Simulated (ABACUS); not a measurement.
## Run report: KF, band-structure run

- system: KF (Fm-3m, 2 atoms in the cell)
- method: Kohn-Sham DFT of a periodic cell, LDA, PseudoDojo NC SR 0.4.1 LDA stringent, no spin polarisation (ABACUS 3.10.1)

The structure derives from an entry of the Crystallography Open Database. It belongs to a series of runs on one base structure; here: bands on the converged density.

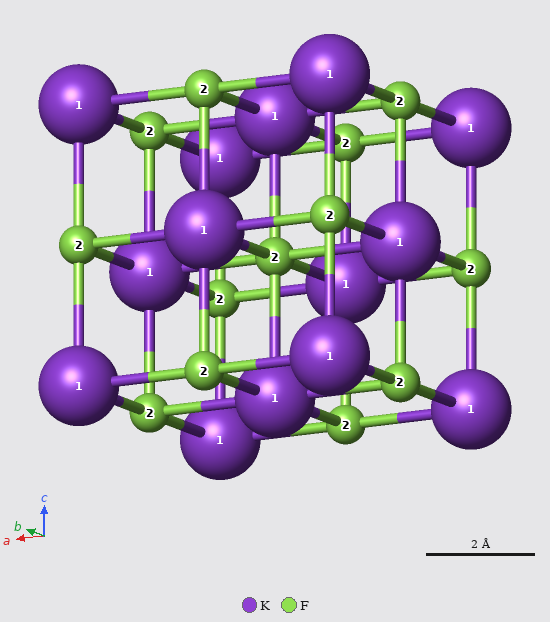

Figure 1. The structure as given in the input (ball-and-stick view of the cell 4 times as large as that of the calculation, set on its symmetry axes, seen at an oblique angle; atoms are numbered from 1 in the order of the input). An atom can appear more than once, as a periodic image.

## Input file
```
INPUT_PARAMETERS
suffix              KF
calculation         nscf
basis_type          pw
pseudo_dir          ./
symmetry            -1
dft_functional      pz
ecutwfc             84.0
pseudo_rcut         7
nspin               1
nbands              18
ks_solver           dav
smearing_method     fd
smearing_sigma      0.00367493
scf_thr             1e-08
scf_nmax            100
mixing_type         broyden
mixing_beta         0.7
init_chg            file
pw_diag_thr         1e-07
out_band            1
kpar                4
```

## File STRU
```
ATOMIC_SPECIES
K 39.0983 K.upf
F 18.9984 F.upf

LATTICE_CONSTANT
1.8897261246

LATTICE_VECTORS
0.0000000000 2.6718500000 2.6718500000
2.6718500000 0.0000000000 2.6718500000
2.6718500000 2.6718500000 0.0000000000

ATOMIC_POSITIONS
Direct

K
0.0
1
0.0000000000 0.0000000000 0.0000000000 1 1 1

F
0.0
1
0.5000000000 0.5000000000 0.5000000000 1 1 1
```

## File KPT
```
K_POINTS
12
Line
0.00000000 0.00000000 0.00000000 10 // G
0.50000000 0.00000000 0.50000000 10 // X
0.50000000 0.25000000 0.75000000 10 // W
0.37500000 0.37500000 0.75000000 10 // K
0.00000000 0.00000000 0.00000000 10 // G
0.50000000 0.50000000 0.50000000 10 // L
0.62500000 0.25000000 0.62500000 10 // U
0.50000000 0.25000000 0.75000000 10 // W
0.50000000 0.50000000 0.50000000 10 // L
0.37500000 0.37500000 0.75000000 1 // K
0.62500000 0.25000000 0.62500000 10 // U
0.50000000 0.00000000 0.50000000 1 // X
```

Run on 4 threads of Intel Xeon (Granite Rapids), 64 GiB of memory available, shared host.

Command:
```bash
OMP_NUM_THREADS=1 mpirun -np 4 abacus > log
```

## The program's output
```
ABACUS v3.10.1

               Atomic-orbital Based Ab-initio Computation at UStc

 ------------------------------------------------------------------------------------

 READING GENERAL INFORMATION
                           global_out_dir = OUT.KF/
                           global_in_card = INPUT
                               pseudo_dir = ./
                              orbital_dir =
                                    DSIZE = 4
                                    GSIZE = 1

 READING UNITCELL INFORMATION
                                    ntype = 2
                  lattice constant (Bohr) = 1.88973
              lattice constant (Angstrom) = 1

 READING ATOM TYPE 1
                               atom label = K
                      L=0, number of zeta = 1
                      L=1, number of zeta = 1
                      L=2, number of zeta = 1
             number of atom for this type = 1

 READING ATOM TYPE 2
                               atom label = F
                      L=0, number of zeta = 1
                      L=1, number of zeta = 1
                      L=2, number of zeta = 1
             number of atom for this type = 1

                        TOTAL ATOM NUMBER = 2
DIRECT COORDINATES
    atom                   x                   y                   z     mag                  vx                  vy                  vz
taud_K1            0.0000000000        0.0000000000        0.0000000000  0.0000        0.0000000000        0.0000000000        0.0000000000
taud_F1            0.5000000000        0.5000000000        0.5000000000  0.0000        0.0000000000        0.0000000000        0.0000000000

                          Volume (Bohr^3) = 257.432
                             Volume (A^3) = 38.1475

 Lattice vectors: (Cartesian coordinate: in unit of a_0)
                   +0            +2.67185            +2.67185
             +2.67185                  +0            +2.67185
             +2.67185            +2.67185                  +0
 Reciprocal vectors: (Cartesian coordinate: in unit of 2 pi/a_0)
            -0.187136           +0.187136           +0.187136
            +0.187136           -0.187136           +0.187136
            +0.187136           +0.187136           -0.187136
 The esolver type has been set to : ksdft_pw

                PAO radial cut off (Bohr) = 7

 Read in pseudopotential file is K.upf
                     pseudopotential type = NC
          exchange-correlation functional = SLAPWNOGXNOGC
                 nonlocal core correction = 1
                        valence electrons = 9
                                     lmax = 2
                           number of zeta = 3
                     number of projectors = 6
                           L of projector = 0
                           L of projector = 0
                           L of projector = 1
                           L of projector = 1
                           L of projector = 2
                           L of projector = 2
 XC functional updated to : pz
          exchange-correlation functional = PZ
                PAO radial cut off (Bohr) = 7

 Read in pseudopotential file is F.upf
                     pseudopotential type = NC
          exchange-correlation functional = SLA PW NOGXNOGC
                 nonlocal core correction = 1
                        valence electrons = 7
                                     lmax = 2
                           number of zeta = 2
                     number of projectors = 5
                           L of projector = 0
                           L of projector = 0
                           L of projector = 1
                           L of projector = 1
                           L of projector = 2
 XC functional updated to : pz
          exchange-correlation functional = PZ
     initial pseudo atomic orbital number = 9

 SETUP THE ELECTRONS NUMBER
             electron number of element K = 9
       total electron number of element K = 9
             electron number of element F = 7
       total electron number of element F = 7
            AUTOSET number of electrons:  = 16
                           occupied bands = 8
                                   NBANDS = 18
                                   NLOCAL = 18

%%%%%%%%%%%%%%%%%%%%%%%%%%%%%%%%%%%%%%%%%%%%%%%%%%%%%%%%%%%%%%%%%%%%%%%%%%%%%%%%%%%%%%%%%%%%%%%%%%%%%%%%%%
 Warning: the number of valence electrons in pseudopotential > 1 for K: [Ar] 4s1
 Pseudopotentials with additional electrons can yield (more) accurate outcomes, but may be less efficient.
 If you're confident that your chosen pseudopotential is appropriate, you can safely ignore this warning.
%%%%%%%%%%%%%%%%%%%%%%%%%%%%%%%%%%%%%%%%%%%%%%%%%%%%%%%%%%%%%%%%%%%%%%%%%%%%%%%%%%%%%%%%%%%%%%%%%%%%%%%%%%

 SETUP THE PLANE WAVE BASIS
 energy cutoff for charge/potential (unit:Ry) = 336
            fft grid for charge/potential = [ 45, 45, 45 ]
                        fft grid division = [ 1, 1, 1 ]
        big fft grid for charge/potential = [ 45, 45, 45 ]
                                     nbxx = 91125
                                     nrxx = 91125

 SETUP PLANE WAVES FOR CHARGE/POTENTIAL
                    number of plane waves = 26717
                         number of sticks = 1177

 PARALLEL PW FOR CHARGE/POTENTIAL
     PROC   COLUMNS(POT)             PW
        1           1177          26717
 --------------- sum -------------------
        1           1177          26717
                            number of |g| = 292
                                  max |g| = 30.3623
                                  min |g| = 0

----------- Double Check Mixing Parameters Begin ------------
mixing_type: broyden
mixing_beta: 0.7
mixing_gg0: 1
mixing_gg0_min: 0.1
mixing_ndim: 8
----------- Double Check Mixing Parameters End ------------

 SETUP K-POINTS
                                    nspin = 1
                                   nkstot = 102
K-POINTS DIRECT COORDINATES
 KPOINTS    DIRECT_X    DIRECT_Y    DIRECT_Z  WEIGHT
       1  0.00000000  0.00000000  0.00000000  1.0000
       2  0.05000000  0.00000000  0.05000000  1.0000
       3  0.10000000  0.00000000  0.10000000  1.0000
       4  0.15000000  0.00000000  0.15000000  1.0000
       5  0.20000000  0.00000000  0.20000000  1.0000
       6  0.25000000  0.00000000  0.25000000  1.0000
       7  0.30000000  0.00000000  0.30000000  1.0000
       8  0.35000000  0.00000000  0.35000000  1.0000
       9  0.40000000  0.00000000  0.40000000  1.0000
      10  0.45000000  0.00000000  0.45000000  1.0000
      11  0.50000000  0.00000000  0.50000000  1.0000
      12  0.50000000  0.02500000  0.52500000  1.0000
      13  0.50000000  0.05000000  0.55000000  1.0000
      14  0.50000000  0.07500000  0.57500000  1.0000
      15  0.50000000  0.10000000  0.60000000  1.0000
      16  0.50000000  0.12500000  0.62500000  1.0000
      17  0.50000000  0.15000000  0.65000000  1.0000
      18  0.50000000  0.17500000  0.67500000  1.0000
      19  0.50000000  0.20000000  0.70000000  1.0000
      20  0.50000000  0.22500000  0.72500000  1.0000
      21  0.50000000  0.25000000  0.75000000  1.0000
      22  0.48750000  0.26250000  0.75000000  1.0000
      23  0.47500000  0.27500000  0.75000000  1.0000
      24  0.46250000  0.28750000  0.75000000  1.0000
      25  0.45000000  0.30000000  0.75000000  1.0000
      26  0.43750000  0.31250000  0.75000000  1.0000
      27  0.42500000  0.32500000  0.75000000  1.0000
      28  0.41250000  0.33750000  0.75000000  1.0000
      29  0.40000000  0.35000000  0.75000000  1.0000
      30  0.38750000  0.36250000  0.75000000  1.0000
[... 72 further k points ...]

           k-point number in this process = 26
       minimum distributed K point number = 25

[... K-POINTS CARTESIAN COORDINATES: 26 rows ...]

[... K-POINTS DIRECT COORDINATES: 26 rows ...]

 SETUP PLANE WAVES FOR WAVE FUNCTIONS
     energy cutoff for wavefunc (unit:Ry) = 84
              fft grid for wave functions = [ 45, 45, 45 ]
                    number of plane waves = 4279
                         number of sticks = 349

 PARALLEL PW FOR WAVE FUNCTIONS
     PROC   COLUMNS(POT)             PW
        1            349           4279
 --------------- sum -------------------
        1            349           4279

 SETUP NONLOCAL PSEUDOPOTENTIALS IN PLANE WAVE BASIS
 K non-local projectors:
 projector 1 L=0
 projector 2 L=0
 projector 3 L=1
 projector 4 L=1
 projector 5 L=2
 projector 6 L=2
 F non-local projectors:
 projector 1 L=0
 projector 2 L=0
 projector 3 L=1
 projector 4 L=1
 projector 5 L=2
      TOTAL NUMBER OF NONLOCAL PROJECTORS = 31

 Init Non-Local PseudoPotential table :
 Init Non-Local-Pseudopotential done.

                                     npwx = 3383

 Make real space PAO into reciprocal space.
       max mesh points in Pseudopotential = 701
     dq(describe PAO in reciprocal space) = 0.01
                                    max q = 1104

 number of pseudo atomic orbitals for K is 3
WARNING: norm of atomic wavefunction # 2 of atomic type K is 0.999998, renormalized
WARNING: norm of atomic wavefunction # 3 of atomic type K is 0.930208, renormalized

 number of pseudo atomic orbitals for F is 2
WARNING: norm of atomic wavefunction # 2 of atomic type F is 0.999995, renormalized

 -------------------------------------------
 NONSELF-CONSISTENT
 -------------------------------------------
                                 init_chg = file
 try to read charge from file
 Read in the charge density: OUT.KF//KF-CHARGE-DENSITY.restart

 PW ALGORITHM --------------- ION=   1  ELEC=   1--------------------------------
 k(1/102) Iter steps (avg)=21 threshold=1e-07
 k(2/102) Iter steps (avg)=20 threshold=1e-07
 k(3/102) Iter steps (avg)=15 threshold=1e-07
 k(4/102) Iter steps (avg)=15 threshold=1e-07
 k(5/102) Iter steps (avg)=13 threshold=1e-07
 k(6/102) Iter steps (avg)=13 threshold=1e-07
 k(7/102) Iter steps (avg)=13 threshold=1e-07
 k(8/102) Iter steps (avg)=13 threshold=1e-07
 k(9/102) Iter steps (avg)=13 threshold=1e-07
 k(10/102) Iter steps (avg)=13 threshold=1e-07
 k(11/102) Iter steps (avg)=14 threshold=1e-07
 k(12/102) Iter steps (avg)=13 threshold=1e-07
 k(13/102) Iter steps (avg)=14 threshold=1e-07
 k(14/102) Iter steps (avg)=14 threshold=1e-07
 k(15/102) Iter steps (avg)=13 threshold=1e-07
 k(16/102) Iter steps (avg)=14 threshold=1e-07
 k(17/102) Iter steps (avg)=15 threshold=1e-07
 k(18/102) Iter steps (avg)=15 threshold=1e-07
 k(19/102) Iter steps (avg)=15 threshold=1e-07
 k(20/102) Iter steps (avg)=16 threshold=1e-07
 k(21/102) Iter steps (avg)=13 threshold=1e-07
 k(22/102) Iter steps (avg)=17 threshold=1e-07
 k(23/102) Iter steps (avg)=15 threshold=1e-07
 k(24/102) Iter steps (avg)=15 threshold=1e-07
 k(25/102) Iter steps (avg)=15 threshold=1e-07
 k(26/102) Iter steps (avg)=15 threshold=1e-07
[... levels at 26 k points of this process ...]

 Density error is 0.00000000000
                          Error Threshold = 1.00000000000e-07
----------------------------------------------------------
     Energy           Rydberg                 eV
----------------------------------------------------------
 E_KohnSham     -109.2140827519      -1485.9338272697
 E_KS(sigma->0) -109.2140827519      -1485.9338272697
 E_Harris       -109.2140827519      -1485.9338272697
 E_band         -9.3790273790        -127.6082140520
 E_one_elec     -41.3043948185       -561.9751219736
 E_Hartree      28.0211276095        381.2469998748
 E_xc           -23.3096025049       -317.1434121821
 E_Ewald        -72.6212130380       -988.0622929888
 E_entropy(-TS) 0.0000000000         0.0000000000
 E_descf        0.0000000000         0.0000000000
 E_exx          0.0000000000         0.0000000000
 E_Fermi        0.2487840512         3.3848806683
----------------------------------------------------------

 charge density convergence is achieved
 final etot is -1485.9338273 eV
 EFERMI = 3.3848806683 eV

 STATE ENERGY(eV) AND OCCUPATIONS    NSPIN == 1
 1/26 kpoint (Cartesian) = 0.0000 0.0000 0.0000 (3383 pws)
       1       -24.5645      0.0196078
       2       -17.0963      0.0196078
       3       -7.99716      0.0196078
       4       -7.99716      0.0196078
       5       -7.99716      0.0196078
       6        1.08713      0.0196078
       7        1.08713      0.0196078
       8        1.08713      0.0196078
       9        6.90098    5.64861e-33
      10        11.6261    5.13122e-74
      11        11.6261    5.13122e-74
      12        11.6261    5.13121e-74
      13        13.3223    9.48545e-89
      14        13.3223    9.48529e-89
      15        17.4239        0.00000
      16        25.0522        0.00000
      17        25.0522        0.00000
      18        25.0522        0.00000

 2/26 kpoint (Cartesian) = 0.0000 0.018714 0.0000 (3371 pws)
       1       -24.5612      0.0196078
       2       -17.0993      0.0196078
       3       -8.00275      0.0196078
       4       -8.00275      0.0196078
       5       -7.99868      0.0196078
       6        1.03587      0.0196078
       7        1.08370      0.0196078
       8        1.08370      0.0196078
       9        6.99815    8.09031e-34
      10        11.5146    4.77063e-73
      11        11.6933    1.33792e-74
      12        11.6933    1.33792e-74
      13        13.3484    5.63229e-89
      14        13.3555    4.88545e-89
      15        17.6058        0.00000
      16        24.6675        0.00000
      17        24.6675        0.00000
      18        24.9914        0.00000

 3/26 kpoint (Cartesian) = 0.0000 0.037427 0.0000 (3371 pws)
       1       -24.5516      0.0196078
       2       -17.1074      0.0196078
       3       -8.01896      0.0196078
       4       -8.01896      0.0196078
       5       -8.00707      0.0196078
       6       0.905922      0.0196078
       7        1.07440      0.0196078
       8        1.07440      0.0196078
       9        7.27071    3.47163e-36
      10        11.2216    1.67248e-70
      11        11.8906    2.58371e-76
      12        11.8906    2.58371e-76
      13        13.4251        0.00000
      14        13.4399        0.00000
      15        18.1048        0.00000
      16        23.8239        0.00000
      17        23.8239        0.00000
      18        24.8214        0.00000

 4/26 kpoint (Cartesian) = 0.0000 0.056141 0.0000 (3363 pws)
       1       -24.5369      0.0196078
       2       -17.1180      0.0196078
       3       -8.04423      0.0196078
       4       -8.04423      0.0196078
       5       -8.03198      0.0196078
       6       0.752325      0.0196078
       7        1.06188      0.0196078
       8        1.06188      0.0196078
       9        7.67610    1.04570e-39
      10        10.8311    4.12215e-67
      11        12.2058    4.72735e-79
      12        12.2058    4.72735e-79
      13        13.5341        0.00000
      14        13.5481        0.00000
      15        18.8189        0.00000
      16        22.8800        0.00000
      17        22.8800        0.00000
      18        23.7964        0.00000

 5/26 kpoint (Cartesian) = 0.0000 0.074855 0.0000 (3351 pws)
       1       -24.5187      0.0196078
       2       -17.1276      0.0196078
       3       -8.08379      0.0196078
       4       -8.07608      0.0196078
       5       -8.07608      0.0196078
       6       0.630513      0.0196078
       7        1.04932      0.0196078
       8        1.04932      0.0196078
       9        8.17215    5.13701e-44
      10        10.4153    1.68715e-63
      11        12.6197    1.20120e-82
      12        12.6197    1.20120e-82
      13        13.5826        0.00000
      14        13.7097        0.00000
      15        19.6423        0.00000
      16        21.9396        0.00000
      17        21.9396        0.00000
      18        22.3389        0.00000

 6/26 kpoint (Cartesian) = 0.0000 0.093568 0.0000 (3359 pws)
       1       -24.4990      0.0196078
       2       -17.1333      0.0196078
       3       -8.16713      0.0196078
       4       -8.11139      0.0196078
       5       -8.11139      0.0196078
       6       0.575510      0.0196078
       7        1.03936      0.0196078
       8        1.03936      0.0196078
       9        8.72810    7.61702e-49
      10        10.0207    4.50967e-60
      11        13.1078    6.91729e-87
      12        13.1078    6.91729e-87
      13        13.5387        0.00000
      14        13.8984        0.00000
      15        20.4754        0.00000
      16        20.9362        0.00000
      17        21.0415        0.00000
      18        21.0415        0.00000

[... levels at 20 further k points ...]

 --------------------------------------------
 !FINAL_ETOT_IS -1485.933827269701 eV
 --------------------------------------------

 Output bands in file: OUT.KF/BANDS_1.dat
```

## Standard output
```
ABACUS v3.10.1

               Atomic-orbital Based Ab-initio Computation at UStc

 dft_functional readin is: pz
 dft_functional in pseudopot file is: SLAPWNOGXNOGC
 Please make sure this is what you need
 dft_functional readin is: pz
 dft_functional in pseudopot file is: SLA PW NOGXNOGC
 Please make sure this is what you need

%%%%%%%%%%%%%%%%%%%%%%%%%%%%%%%%%%%%%%%%%%%%%%%%%%%%%%%%%%%%%%%%%%%%%%%%%%%%%%%%%%%%%%%%%%%%%%%%%%%%%%%%%
 Warning: the number of valence electrons in pseudopotential > 1 for K: [Ar] 4s1
 Pseudopotentials with additional electrons can yield (more) accurate outcomes, but may be less efficient.
 If you're confident that your chosen pseudopotential is appropriate, you can safely ignore this warning.
%%%%%%%%%%%%%%%%%%%%%%%%%%%%%%%%%%%%%%%%%%%%%%%%%%%%%%%%%%%%%%%%%%%%%%%%%%%%%%%%%%%%%%%%%%%%%%%%%%%%%%%%%

 UNIFORM GRID DIM        : 45 * 45 * 45
 UNIFORM GRID DIM(BIG)   : 45 * 45 * 45
 ---------------------------------------------------------
 ---------------------------------------------------------
 SPIN    KPOINTS         PROCESSORS  THREADS
 1       102             4           4
 ---------------------------------------------------------
 Use plane wave basis
 ---------------------------------------------------------
 ELEMENT NATOM       XC
 K       1
 F       1
 ---------------------------------------------------------
 Initial plane wave basis and FFT box
 ---------------------------------------------------------
 -------------------------------------------
 NONSELF-CONSISTENT :
 -------------------------------------------
 START CHARGE      : file
 ITER       ETOT/eV          EDIFF/eV         DRHO     TIME/s
 DA1     -1.48593383e+03   0.00000000e+00   0.0000e+00   6.72
```

## Key numbers

| quantity | value |
| --- | --- |
| outcome | converged |
| space group (tolerance 0.01 Å) | Fm-3m (225) |
| electrons treated | 16 |
| Fermi energy | 3.357 eV |
| gap on the band path | 5.81 eV |
| wall time | 7.2 s (CPU time 28 s) |
| peak memory | 0.4 GiB |
